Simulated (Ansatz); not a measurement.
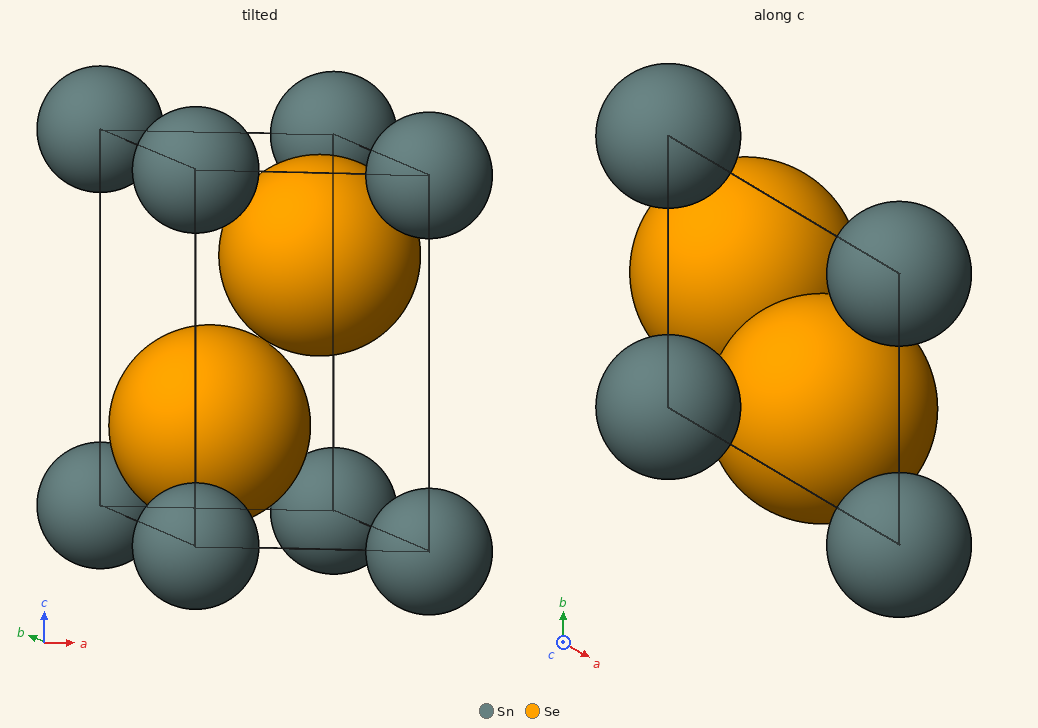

Shown here is a space-filling view of the crystal, taken slightly off an axis and along the c axis. The wireframe shows the unit cell.

SnSe$_{2}$, a = 3.825 Å, b = 3.858 Å, c = 6.227 Å, α = 90.00°, β = 90.00°, γ = 120.86°. Strictly the space group is P-1 (No. 2, within 0.01 Å). It is a distorted form of a primitive hexagonal structure, space group P-3m1 (No. 164) within 0.25 Å: cadmium iodide (CdI₂, 1T) type. It derives from a structure type filled with these elements by a generator (whether the compound takes this form wasn't checked). The cell was then strained or its atoms displaced on purpose. It went into a calculation with Ansatz.

This one geometry was computed with Ansatz (DFT, plane waves, PAW) at three levels of theory: PBE, HSE06 and r2SCAN.

Question: Which level gives the highest pressure at this volume, and what does that say about its equilibrium volume?

Answer: Highest: PBE (2.9 GPa), which points to the largest equilibrium volume. Lowest, with the smallest volume: HSE06 (0.1 GPa). Levels within 0.5 GPa of each other can't be told apart.

Question: How does the band gap change with the level of theory?

Answer: PBE: a gap of 0.53 eV, indirect; r2SCAN: a gap of 0.82 eV, indirect; HSE06: a gap of 1.15 eV, indirect.

Question: Collect the results in a table.

Answer:
| level | cutoff (eV) | k-mesh of the run's cell | gap (eV) | pressure (GPa) |
| --- | --- | --- | --- | --- |
| PBE | 420 | 12×12×4 | 0.53 | 2.9 |
| HSE06 | 420 | 6×6×4 | 1.15 | 0.1 |
| r2SCAN | 500 | 12×12×4 | 0.82 | 0.9 |

Gaps are taken on the k-mesh or band path of each run.
